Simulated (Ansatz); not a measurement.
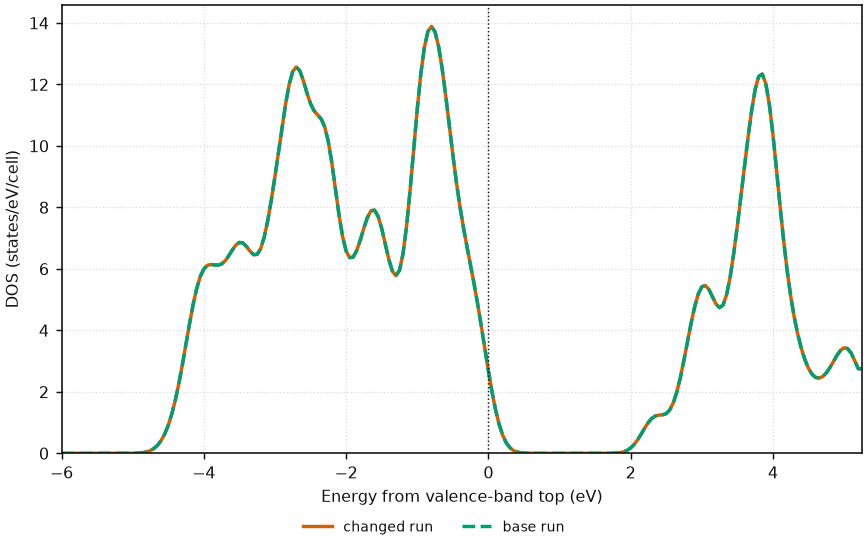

Densities of states of two runs on BaTiO3, space group Pm-3m (No. 221), 10 atoms in the cell, each from its own valence-band top, built from the levels of each run's k mesh with Gaussians 0.4 eV wide, which blur the band edges.

Base run: DFT with r2SCAN, PAW plane waves, Ueff = 1.82 eV on Ti d, no spin polarisation, 3×3×5 k mesh, 500 eV cutoff (Ansatz 0.2.0).

The second run changes magnetization from { spin_polarized: false } to the default (off starting moments) and crystal.symmetry from { tolerance: 0.0003 } to { detect: false }.

Question: What do the changes do to the electronic structure?

Answer: Almost nothing at this scale: the two curves lie nearly on top of each other. Both runs have a gap of 2.28 eV on their mesh. The free energy is unchanged within 0.1 meV an atom. The setting looks careless but does no harm here: the run ends within 1 meV an atom of the base.
